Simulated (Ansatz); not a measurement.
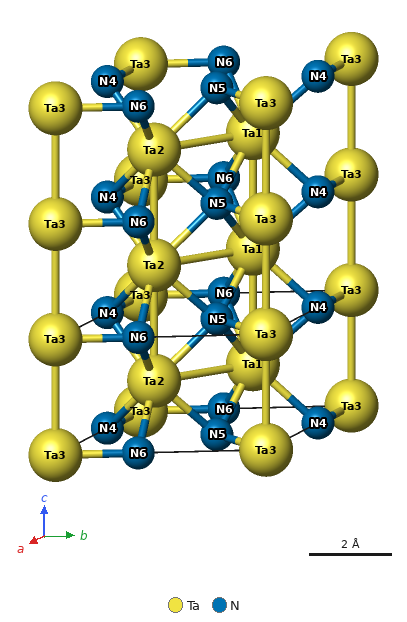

**Figure 1.** The structure (ball-and-stick view of the cell of the calculation, repeated 1 × 1 × 3, seen slightly off an axis; atoms are numbered from 1 in the order of the input).

**Single-point calculation of TaN (part 1 of 2)**

System: TaN (P-62m, 6 atoms in the cell).
Method: DFT PBE+U, scalar-relativistic, plane waves, PAW, Ueff = 3 eV on Ta atom 1 d; Ueff = 3 eV on Ta atom 2 d; Ueff = 3 eV on Ta atom 3 d, spin-polarised (Ansatz 0.2.0).

The structure derives from an entry of the Crystallography Open Database. It belongs to a series of runs on one base structure; here: random orbitals: harmonics, high filling. Figures and captions count atoms from 1; the log counts them from 0 in places.

### Input
```yaml
crystal:
  lattice:
    - [5.19600015, 0.0, 0.0]
    - [-2.59800008, 4.49986813, 0.0]
    - [0.0, 0.0, 2.9109996]
  atoms:
    - { symbol: Ta, position: [0.3333333333, 0.6666666667, 0.5], spin: 2.0 }
    - { symbol: Ta, position: [0.6666666667, 0.3333333333, 0.5], spin: 2.0 }
    - { symbol: Ta, position: [0.0, 0.0, 0.0], spin: 2.0 }
    - { symbol: "N", position: [0.39285, 0.0, 0.0] }
    - { symbol: "N", position: [0.60715, 0.60715, 0.0] }
    - { symbol: "N", position: [0.0, 0.39285, 0.0] }
basis:
  ecutwfc: 420
  ecutrho_ratio: 4
kpoints:
  mp_grid: { grid: [4, 4, 6] }
hamiltonian:
  xc: pbe
  hubbard:
    sites:
      - { site: 0, l: d, u_eff: 3.0, starting_ns: [{ spin: up, occupation_matrix: s0up }, { spin: down, occupation_matrix: s0down }] }
      - { site: 1, l: d, u_eff: 3.0, starting_ns: [{ spin: up, occupation_matrix: s1up }, { spin: down, occupation_matrix: s1down }] }
      - { site: 2, l: d, u_eff: 3.0, starting_ns: [{ spin: up, occupation_matrix: s2up }, { spin: down, occupation_matrix: s2down }] }
    occupation_matrices:
      s0up:
        matrix:
          - [0.02, 0.0, 0.0, 0.0, 0.0]
          - [0.0, 0.97, 0.0, 0.0, 0.0]
          - [0.0, 0.0, 0.97, 0.0, 0.0]
          - [0.0, 0.0, 0.0, 0.02, 0.0]
          - [0.0, 0.0, 0.0, 0.0, 0.02]
      s0down:
        matrix:
          - [0.02, 0.0, 0.0, 0.0, 0.0]
          - [0.0, 0.02, 0.0, 0.0, 0.0]
          - [0.0, 0.0, 0.02, 0.0, 0.0]
          - [0.0, 0.0, 0.0, 0.02, 0.0]
          - [0.0, 0.0, 0.0, 0.0, 0.02]
      s1up:
        matrix:
          - [0.02, 0.0, 0.0, 0.0, 0.0]
          - [0.0, 0.02, 0.0, 0.0, 0.0]
          - [0.0, 0.0, 0.97, 0.0, 0.0]
          - [0.0, 0.0, 0.0, 0.02, 0.0]
          - [0.0, 0.0, 0.0, 0.0, 0.97]
      s1down:
        matrix:
          - [0.02, 0.0, 0.0, 0.0, 0.0]
          - [0.0, 0.02, 0.0, 0.0, 0.0]
          - [0.0, 0.0, 0.02, 0.0, 0.0]
          - [0.0, 0.0, 0.0, 0.02, 0.0]
          - [0.0, 0.0, 0.0, 0.0, 0.02]
      s2up:
        matrix:
          - [0.97, 0.0, 0.0, 0.0, 0.0]
          - [0.0, 0.02, 0.0, 0.0, 0.0]
          - [0.0, 0.0, 0.97, 0.0, 0.0]
          - [0.0, 0.0, 0.0, 0.02, 0.0]
          - [0.0, 0.0, 0.0, 0.0, 0.02]
      s2down:
        matrix:
          - [0.02, 0.0, 0.0, 0.0, 0.0]
          - [0.0, 0.02, 0.0, 0.0, 0.0]
          - [0.0, 0.0, 0.02, 0.0, 0.0]
          - [0.0, 0.0, 0.0, 0.02, 0.0]
          - [0.0, 0.0, 0.0, 0.0, 0.02]
    ns_hold: { iters: 5 }
scf:
  occupations: { method: gaussian, width: 0.05 }
  lower_state_search: "off"
  max_iter: 150
output:
  forces: true
  stress: true
  eigenvalues: true
  populations: true
  hubbard: { sites: [{ site: 0, l: d }, { site: 1, l: d }, { site: 2, l: d }] }
  write_density: true
  write_potential: true
  elf: true
  volumetric_format: npy
magnetization:
  spin_polarized: true
```

Machine: 4 threads of AMD EPYC (Zen 3), 189 GiB of memory available, shared host.

Launch command:
```bash
ansatz run input.yaml --threads 4 --pin off --max-ram 6144MiB --backend cpu --events-out ev --progress --plain --runs-dir out
```

### What the program printed
```
Warning: crystal.symmetry: narrowed to the stabiliser of the occupation matrices — unitary ops 12 → 2; lowered by the specified shells (site 0, l: d), (site 1, l: d), (site 2, l: d); largest admitted image defect 1.3e-15, smallest excluded 7.1e-1 — at a splitting's scale: the group the occupation matrices' own texture admits
Ta: projections on atomic orbitals take those of the free atom [Kr 4d10 4f14] 5s2 5p6 5d3 6s2, of charge +0.00 (hamiltonian.pseudopotentials.projection_atoms); the dataset's partial waves leave at most 6.0e-5 of an orbital's norm unspanned inside its sphere
N: projections on atomic orbitals take those of the free atom [He] 2s2 2p3, of charge +0.00 (hamiltonian.pseudopotentials.projection_atoms); the dataset's partial waves leave at most 9.3e-9 of an orbital's norm unspanned inside its sphere
Engine: ansatz 0.2.0, x86_64-unknown-linux-gnu
Pseudopotentials: kind: paw
Pseudopotential: Ta, paw, valence charge 13, recommended cutoff 420 eV (normal), Ta.paw.azcp
Pseudopotential: N, paw, valence charge 5, recommended cutoff 420 eV (normal), N.paw.azcp
Functional definition: PBE
  parameter kappa = 0.804
  parameter beta = 0.06672455060314922
  exchange = pbe_x(kappa = kappa, mu = beta*pi^2/3)
  correlation = pbe_c(beta = beta)
Crystal: 6 atoms, lattice volume = 68.063 Å³
Basis set: ecut = 420 eV, 1287 PW (Γ), exchange–correlation on 72×72×40 points (8 copies of the dense FFT grid, shifted against one another)
Bands: 36, of which v1, the nominal top of the filled ones, is band 27 counted from 1 (26 counted from 0)
Symmetry: 2 space group operations
k-points: 40 of 96 (time reversal used)
Non-local potential: Ta, projectors of the file, l = 0: 3, l = 1: 2, l = 2: 2, l = 3: 1
Non-local potential: N, projectors of the file, l = 0: 2, l = 1: 2, l = 2: 1
PAW form: soft (Blöchl's): semilocal exchange-correlation on the pseudo side does not see the compensation charge
PAW one-centre angular grid: Ta, 590 points (default); XC on 64 Gauss nodes
PAW one-centre angular grid: N, 110 points (default); XC on 64 Gauss nodes
Initial density: superposition of atomic densities (chi_scale 0.1, normalization cell, long waves kept (reshape's long-wave potential 0.01 eV rms))
Starting moments: Σ|m| = 6 μB on 3 of 6 sites
Initial wavefunctions: pseudopotential atomic-orbital guess
Functional: x = pbe(κ = 0.804, μ = 0.2195149727645171), c = pbe(β = 0.06672455060314922)
SCF iter   1: F=—  HF=-30938.941218 eV  |F-HF|=—  |Δ(HF+E_count)|=         —  Δρ=8.94e-2 (↑8.94e-2 ↓8.41e-2)  dr2=6.67e0  dr2_m=3.48e0  M=0.779 μB ∫|m|=1.636 μB  β_m=0.30  ethr=3.10e-3  ⟨swp⟩=5.9  Hψ=11733  notcnv=0
preconditioner: auto → Kerker (q_TF=auto, 2.625 Å⁻¹)  [metal: Δε(μ)=0.002 eV  Ē_g=11.110 eV  σ=0.050 eV  W_gap=0.02  n_scr=26 (ndim 8)  ℏωp=24.7 eV  f_vac=0.000  D(μ)=2.76/eV (n_scr^D=26)]
spin=Collinear: Kerker preconditioning applied to the charge; magnetization (m = ρ↑ − ρ↓) channel mixes plain (no charge-response kernel on spin).
SCF iter   2: F=—  HF=-30938.515054 eV  |F-HF|=—  |Δ(HF+E_count)|=   4.26e-1  Δρ=6.07e-2 (↑6.07e-2 ↓5.81e-2)  dr2=2.16e0  dr2_m=1.77e0  M=0.649 μB ∫|m|=1.586 μB  β_m=0.30  ethr=3.10e-3  ⟨swp⟩=2.0  Hψ=4639  notcnv=0  defer=232
SCF iter   3: F=—  HF=-30938.474338 eV  |F-HF|=—  |Δ(HF+E_count)|=   4.07e-2  Δρ=3.97e-2 (↑3.91e-2 ↓3.97e-2)  dr2=2.45e-1  dr2_m=8.65e-1  M=0.646 μB ∫|m|=1.628 μB  β_m=0.30  ethr=3.10e-3  ⟨swp⟩=2.5  Hψ=4461  notcnv=0  defer=234
SCF iter   4: F=—  HF=-30938.623180 eV  |F-HF|=—  |Δ(HF+E_count)|=   1.49e-1  Δρ=2.67e-2 (↑2.63e-2 ↓2.67e-2)  dr2=1.76e-2  dr2_m=4.33e-1  M=0.640 μB ∫|m|=1.605 μB  β_m=0.30  ethr=4.54e-4  ⟨swp⟩=2.6  Hψ=4619  notcnv=0  defer=225
SCF iter   5: F=—  HF=-30938.704049 eV  |F-HF|=—  |Δ(HF+E_count)|=   8.09e-2  Δρ=1.90e-2 (↑1.88e-2 ↓1.90e-2)  dr2=7.77e-3  dr2_m=2.21e-1  M=0.618 μB ∫|m|=1.589 μB  β_m=0.30  ethr=3.26e-5  ⟨swp⟩=2.4  Hψ=3780  notcnv=0  defer=225
SCF iter   6: F=—  HF=-30938.745627 eV  |F-HF|=—  |Δ(HF+E_count)|=   4.16e-2  Δρ=1.34e-2 (↑1.34e-2 ↓1.34e-2)  dr2=8.74e-4  dr2_m=1.12e-1  M=0.601 μB ∫|m|=1.578 μB  β_m=0.30  ethr=1.44e-5  ⟨swp⟩=2.1  Hψ=3814  notcnv=0  defer=225
Mixer restart at iter 6: flushing history
SCF iter   7: F=—  HF=-30941.574201 eV  |F-HF|=—  |Δ(HF+E_count)|=         —  Δρ=1.19e-2 (↑1.17e-2 ↓1.19e-2)  dr2=1.33e-2  dr2_m=8.28e-2  M=0.435 μB ∫|m|=1.288 μB  β_m=0.30  ethr=1.62e-6  ⟨swp⟩=4.0  Hψ=7322  notcnv=0  defer=225
Mixer restart at iter 7: flushing history
spin-set hold released at iteration 7 (site moments contracting): the magnetisation degrees of freedom join the quasi-Newton model from the next iteration; the mixer history was flushed
SCF iter   8: F=—  HF=-30943.176805 eV  |F-HF|=—  |Δ(HF+E_count)|=    1.60e0  Δρ=1.07e-2 (↑1.07e-2 ↓1.03e-2)  dr2=2.39e-2  dr2_m=6.10e-2  M=0.372 μB ∫|m|=1.073 μB  β_m=0.65  ethr=1.62e-6  ⟨swp⟩=2.7  Hψ=5520  notcnv=0  defer=210
SCF iter   9: F=—  HF=-30945.324520 eV  |F-HF|=—  |Δ(HF+E_count)|=    2.15e0  Δρ=7.46e-3 (↑7.46e-3 ↓3.83e-3)  dr2=2.89e-2  dr2_m=1.51e-2  M=0.125 μB ∫|m|=0.318 μB  β_m=0.82  ethr=1.62e-6  ⟨swp⟩=4.8  Hψ=9777  notcnv=0  defer=217
SCF iter  10: F=—  HF=-30945.349918 eV  |F-HF|=—  |Δ(HF+E_count)|=   2.54e-2  Δρ=2.21e-3 (↑1.78e-3 ↓2.21e-3)  dr2=3.28e-3  dr2_m=1.62e-3  M=0.103 μB ∫|m|=0.178 μB  β_m=0.87  ethr=1.62e-6  ⟨swp⟩=2.9  Hψ=6620  notcnv=0  defer=202
SCF iter  11: F=—  HF=-30945.354283 eV  |F-HF|=—  |Δ(HF+E_count)|=   4.36e-3  Δρ=7.37e-4 (↑7.37e-4 ↓7.25e-4)  dr2=7.49e-4  dr2_m=2.42e-4  M=0.077 μB ∫|m|=0.105 μB  β_m=0.94  ethr=1.62e-6  ⟨swp⟩=2.6  Hψ=4937  notcnv=0  defer=202
SCF iter  12: F=—  HF=-30945.355227 eV  |F-HF|=—  |Δ(HF+E_count)|=   9.45e-4  Δρ=4.12e-4 (↑4.09e-4 ↓4.12e-4)  dr2=1.95e-4  dr2_m=5.37e-5  M=0.060 μB ∫|m|=0.069 μB  β_m=0.95  ethr=1.39e-6  ⟨swp⟩=2.2  Hψ=4096  notcnv=0  defer=202
SCF iter  13: F=—  HF=-30945.355437 eV  |F-HF|=—  |Δ(HF+E_count)|=   2.10e-4  Δρ=2.19e-4 (↑2.19e-4 ↓1.83e-4)  dr2=1.65e-5  dr2_m=2.23e-5  M=0.048 μB ∫|m|=0.053 μB  β_m=0.98  ethr=3.62e-7  ⟨swp⟩=2.0  Hψ=3945  notcnv=0  defer=202
SCF iter  14: F=—  HF=-30945.355580 eV  |F-HF|=—  |Δ(HF+E_count)|=   1.43e-4  Δρ=1.22e-4 (↑1.00e-4 ↓1.22e-4)  dr2=5.90e-6  dr2_m=6.96e-6  M=0.033 μB ∫|m|=0.036 μB  β_m=0.99  ethr=3.05e-8  ⟨swp⟩=2.5  Hψ=4913  notcnv=0  defer=202
SCF iter  15: F=—  HF=-30945.355632 eV  |F-HF|=—  |Δ(HF+E_count)|=   5.18e-5  Δρ=6.68e-5 (↑6.68e-5 ↓6.68e-5)  dr2=2.28e-6  dr2_m=2.13e-6  M=0.020 μB ∫|m|=0.022 μB  β_m=0.99  ethr=1.09e-8  ⟨swp⟩=2.8  Hψ=4877  notcnv=0  defer=202
SCF iter  16: F=—  HF=-30945.355648 eV  |F-HF|=—  |Δ(HF+E_count)|=   1.62e-5  Δρ=4.65e-5 (↑4.65e-5 ↓4.15e-5)  dr2=2.02e-6  dr2_m=8.30e-7  M=0.012 μB ∫|m|=0.013 μB  β_m=1.00  ethr=4.22e-9  ⟨swp⟩=2.6  Hψ=4814  notcnv=0  defer=202
SCF iter  17: F=—  HF=-30945.355655 eV  |F-HF|=—  |Δ(HF+E_count)|=   7.01e-6  Δρ=2.23e-5 (↑1.60e-5 ↓2.23e-5)  dr2=1.82e-7  dr2_m=1.87e-7  M=0.004 μB ∫|m|=0.005 μB  β_m=1.00  ethr=3.73e-9  ⟨swp⟩=2.3  Hψ=4738  notcnv=0  defer=202
iter 18 did not close the SCF: its close was put off for a magnetic moment that had not settled (scf_convergence_deferred on its scf_iter line)
SCF iter  18: F=-30945.355656 eV  HF=-30945.355656 eV  |F-HF|=1.18e-8  |Δ(HF+E_count)|=   1.20e-6  Δρ=6.01e-6 (↑6.01e-6 ↓4.42e-6)  dr2=2.25e-8  dr2_m=1.36e-8  M=0.001 μB ∫|m|=0.001 μB  β_m=1.00  ethr=1.85e-10  ⟨swp⟩=15.3  Hψ=20595  notcnv=0
iter 19 did not close the SCF: its close was put off for a magnetic moment that had not settled (scf_convergence_deferred on its scf_iter line)
SCF iter  19: F=-30945.355656 eV  HF=-30945.355656 eV  |F-HF|=3.64e-10  |Δ(HF+E_count)|=   6.02e-8  Δρ=1.60e-6 (↑9.82e-7 ↓1.60e-6)  dr2=2.82e-9  dr2_m=6.20e-10  M=0.000 μB ∫|m|=0.000 μB  β_m=1.00  ethr=4.18e-11  ⟨swp⟩=6.0  Hψ=16035  notcnv=0
SCF iter  20: F=-30945.355656 eV  HF=-30945.355656 eV  |F-HF|=8.73e-11  |Δ(HF+E_count)|=   2.33e-9  Δρ=4.77e-7 (↑4.77e-7 ↓3.35e-7)  dr2=3.45e-10  dr2_m=4.85e-11  M=0.000 μB ∫|m|=0.000 μB  ethr=5.21e-12  ⟨swp⟩=5.0  Hψ=14492  notcnv=0
WARN: the starting moments were not kept: the SCF closed with an absolute magnetisation of 2.9e-5 μB, where they sum to 6 μB in size (3 sites). That is at most 0.1 of that sum. Measured as dr2_m measures the in/out step, that magnetisation stands 7.2e-11 eV from none, at or under the dr2_threshold of 1.0e-7 eV: it is no larger than a step whose dr2_m would equal this threshold. The system may hold no moment; this SCF shows only that its start led to no more than that. To try another start: raise the starting moments (crystal.atoms[].spin, magnetization.per_species, magnetization.initial_magnetization, or on a non-collinear deck that types none of these the spinor_matrix: blocks that start its atoms; where the total moment is fixed, keep their sum and leave initial_magnetization as it is; typed ones take the place of any that the run laid by itself, positive ones on a crystal's lanthanoids without a Hubbard term where scf.initial_density.shell_occupations: [] is typed) or, if the notice of its spin-set hold's release reads "site moments contracting" or "site moments show no strong build", lengthen the hold (scf.mixing.spin_hold: { on: { confirm: 4 } }; for m-r²SCAN on two components see the key's manual first). Each may lead to a state that holds a moment. A second SCF, from the converged charge density, with the starting moments and any scf.initial_density.shell_occupations laid on it anew, would have followed, and was not run: the deck does not ask for one (magnetization.retry_lost_moments is false, the default). To let it run, set magnetization.retry_lost_moments: true and run the deck again, where that key's refused combinations let it; where memory then withholds it, that run's warning says so.
WARN: hamiltonian.hubbard: on 3 of 6 specified blocks the occupation matrix of this SCF's result fails the test of the specified filling. At site 0 ↑ (sites count from 0 in the list of atoms of the cell that this SCF solves) the least filled combination of the orbitals specified full has occupation 0.300, and the fullest combination of the orbitals specified empty has occupation 0.453; the filling counts as kept where the first is at least 0.75 and exceeds the second by more than 0.25. The same holds at site 1 ↑, site 2 ↑. The state of this SCF's result may not hold the specified filling, though these bounds can also misjudge a state that does. This warning does not say which state is lower in energy, or whether the specified filling is a self-consistent state at all; see hamiltonian.hubbard.sites[].starting_ns, Limitations, and scf.initial_density.shell_occupations in the input reference
SCF 1 converged in 20 iterations: F = -30945.355656 eV  dr2 = 3.45e-10
  greatest PAW one-centre occupation: 0.999 electrons in one spin orbital (limit 2), on the Ta atom at site 2 (counted from 0), in its partial waves of l = 0
```

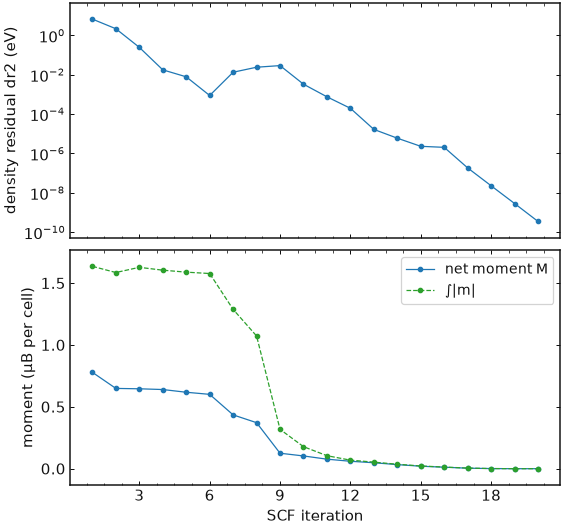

**Figure 2.** Convergence of the self-consistent field: density residual dr2 and magnetic moment against the SCF iteration. The residual comes down, with one marked jump up, by a factor of about 15, at step 7. The net moment goes from 0.8 to 0.0 μB per cell, and ∫|m| falls to zero.
